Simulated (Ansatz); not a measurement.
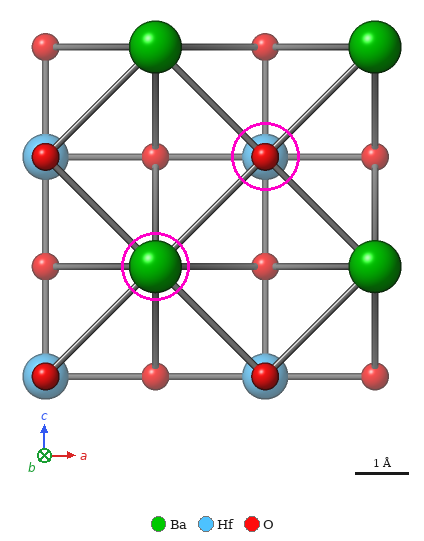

Perfect BaHfO3. A ball-and-stick model of the atoms within 4.6 Å of one point, in a slice 5.0 Å thick across the line of sight, seen along the b axis.

Level of theory: Ansatz, DFT, PBEsol, PAW, plane waves. (plane-wave cutoff 420 eV; k-point mesh 1 × 1 × 1; mesh shifted by (0.25, 0.25, 0.25); no spin polarisation) Fermi-Dirac smearing of 0.01 eV. The axes drawn are those of the host's conventional cell.

A hafnium atom is replaced by barium and a barium atom is replaced by hafnium, the two sites 3.6 Å apart at the ringed places, in charge state 0. The supercell has 40 sites, and the atoms are relaxed at the host's cell.

> How do the neighbours respond?

In the host the Hf atom has 6 O at 2.08 Å; the Ba atom ends with 6 O at 2.40 to 2.54 Å. In the host the Ba atom has 12 O at 2.94 Å; the Hf atom ends with 6 O at 2.06 to 2.23 Å. Of the host's atoms, an oxygen atom moves furthest from its site, by 0.85 Å. The Ba atom itself moves 0.49 Å from where it was put. The Hf atom itself moves 0.77 Å from where it was put.

The relaxed defect, seen from the same direction:

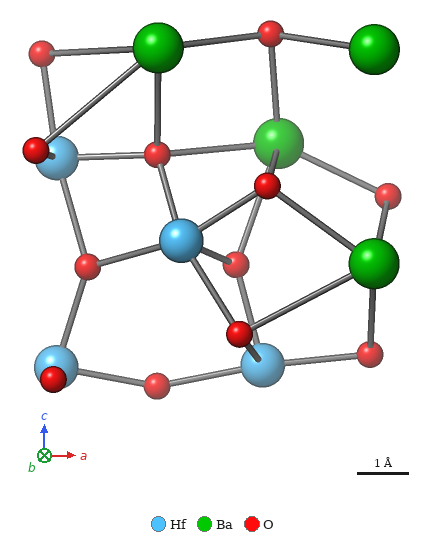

Limits of the set-up: the periodic images lie only 8.3 Å apart, so the values are limited by the cell's size.
